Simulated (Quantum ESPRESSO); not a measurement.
**Run report: MoSe, relaxation of cell and atoms**

System: MoSe (Fm-3m, 2 atoms in the cell).
Method: Kohn-Sham DFT of a periodic cell, PBE with D3(BJ), GBRV 1.5 PBE, no spin polarisation (Quantum ESPRESSO 7.5).

The structure was made by swapping elements on the sites of another compound; it need not be a known phase.

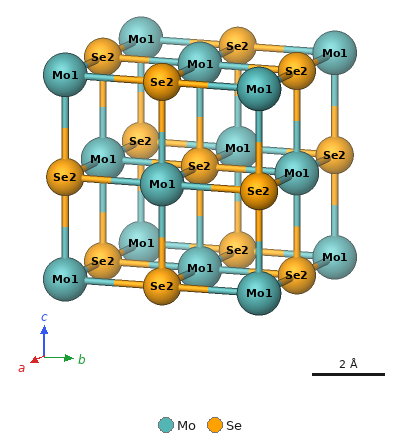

Fig. 1: The structure (ball-and-stick view of the cell 4 times as large as that of the calculation, set on its symmetry axes, seen slightly off an axis; atoms are numbered from 1 in the order of the input). An atom can appear more than once, as a periodic image. Near neighbours in the periodic cell (some may lie outside the picture): Mo has 6 Se at 2.89 Å; Se has 6 Mo at 2.89 Å.

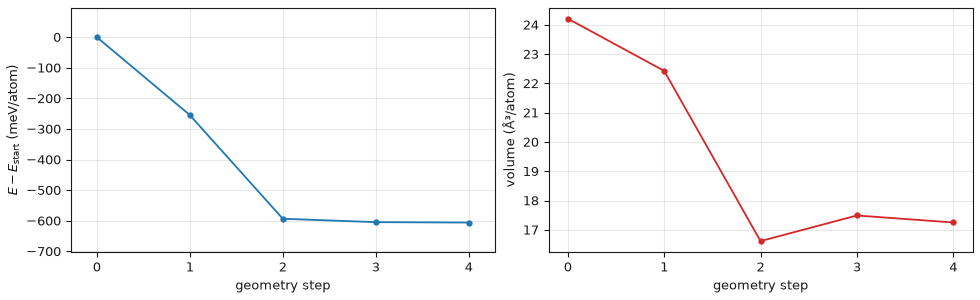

Fig. 2: Progress of the relaxation, step by step (steps are counted from 0).

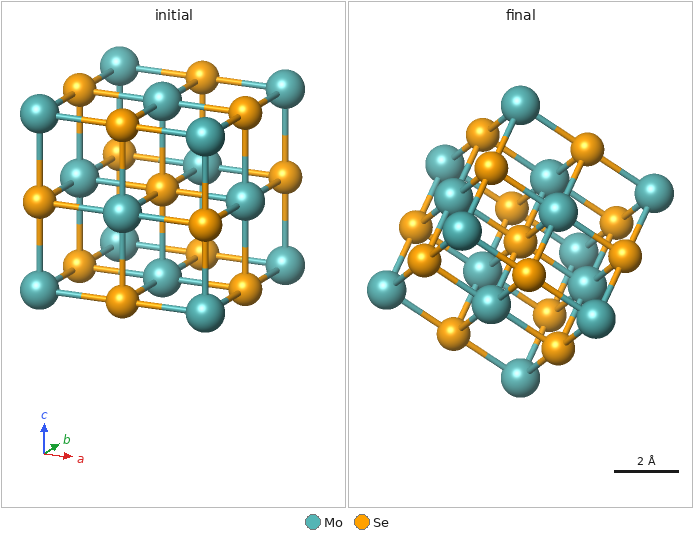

Fig. 3: Before (left) and after (right) the relaxation, at one scale (ball-and-stick view of the cell 4 times as large as that of the calculation, set on its symmetry axes, seen slightly off an axis). No atom moves by more than 0.005 Å relative to the cell. The drawn cell changes as follows: a = b = c 5.786 → 5.168 Å (−10.7 %); the volume changes by −28.8 %. Among the contacts that change: Mo1–Se2 2.893 → 2.584 Å. The space group stays Fm-3m (No. 225). Over 4 geometry steps the energy falls by 606 meV per atom. All forces vanish by symmetry, so only the cell relaxes. (Atoms are counted from 1 in the order of the input.)

These pictures come from the run below.

## Input file
```python
import numpy as np
from ase.calculators.espresso import Espresso, EspressoProfile
from ase.io import read

atoms = read('MoSe.cif')

input_data = {
    'control': {'calculation': 'scf', 'prefix': 'pwscf', 'outdir': './tmp', 'tprnfor': True, 'tstress': True, 'disk_io': 'low'},
    'system': {'ecutwfc': 45.0, 'ecutrho': 360.0, 'nbnd': 16, 'occupations': 'smearing', 'smearing': 'mv', 'degauss': 0.00367493, 'vdw_corr': 'grimme-d3', 'dftd3_version': 4},
    'electrons': {'conv_thr': 4e-10, 'electron_maxstep': 120, 'mixing_beta': 0.5},
}
pseudopotentials = {'Mo': 'mo_pbe_v1.uspp.F.UPF', 'Se': 'se_pbe_v1.uspp.F.UPF'}
profile = EspressoProfile(command='pw.x', pseudo_dir='pseudo')
dft = Espresso(profile=profile, input_data=input_data, pseudopotentials=pseudopotentials, kpts=(8, 8, 8), koffset=(0, 0, 0))
atoms.calc = dft

from ase.optimize import LBFGS
from ase.filters import FrechetCellFilter
done = LBFGS(FrechetCellFilter(atoms), trajectory='opt.traj').run(fmax=0.02, steps=30)
print('converged', done)
print('cell (A)', np.round(atoms.cell.cellpar(), 5))
print(f'energy {atoms.get_potential_energy():.8f} eV')
print('forces (eV/A)')
print(np.round(atoms.get_forces(), 6))
print('stress (eV/A^3, Voigt)')
print(np.round(atoms.get_stress(), 8))
print(f'Fermi level {dft.get_fermi_level():.4f} eV')
```

## File MoSe.cif
```
data_MoSe
_cell_length_a 4.09114944
_cell_length_b 4.09114944
_cell_length_c 4.09114944
_cell_angle_alpha 60.00000000
_cell_angle_beta 60.00000000
_cell_angle_gamma 60.00000000
_space_group_name_H-M_alt 'P1'
_space_group_name_Hall 'P 1'
_space_group_IT_number 1
loop_
_space_group_symop_operation_xyz
'x,y,z'
loop_
_atom_site_label
_atom_site_type_symbol
_atom_site_symmetry_multiplicity
_atom_site_Wyckoff_symbol
_atom_site_fract_x
_atom_site_fract_y
_atom_site_fract_z
_atom_site_occupancy
Mo1 Mo 1 a 0.0000000000 0.0000000000 0.0000000000 1
Se1 Se 1 a 0.5000000000 0.5000000000 0.5000000000 1
```

Run as:
```bash
OMP_NUM_THREADS=1 python run.py
```

## The program's output
```
Step          Energy          fmax
LBFGS:    0    -2487.715980        3.570904
LBFGS:    1    -2488.224990        3.100899
LBFGS:    2    -2488.902818        0.639489
LBFGS:    3    -2488.925243        0.234658
LBFGS:    4    -2488.927893        0.011466
converged True
cell (A) [ 3.65403  3.65403  3.65402 59.99991 59.99991 60.     ]
energy -2488.92789264 eV
forces (eV/A)
[[ 0.  0. -0.]
 [-0. -0.  0.]]
stress (eV/A^3, Voigt)
[ 0.00066016  0.00066016  0.00066475  0.         -0.         -0.        ]
Fermi level 15.6533 eV
```

## Key numbers

- outcome: converged
- space group (tolerance 0.01 Å): Fm-3m (225)
- electrons treated: 20
- free energy: −2488.9281 eV
- Fermi energy: 15.653 eV
- gap on the k-point mesh: none (metallic)
- pressure: −0.11 GPa
- final volume: 34.50 Å³
- largest force (length of the vector) at the end: under 0.001 eV/Å
- final cell: a = 3.654 Å, b = 3.654 Å, c = 3.654 Å, α = 60.00°, β = 60.00°, γ = 60.00°
- hardware: 1 thread of Intel Xeon (Sapphire Rapids), 16 GiB of memory available, shared host
- wall time: 2 min
- peak memory: 0.2 GiB
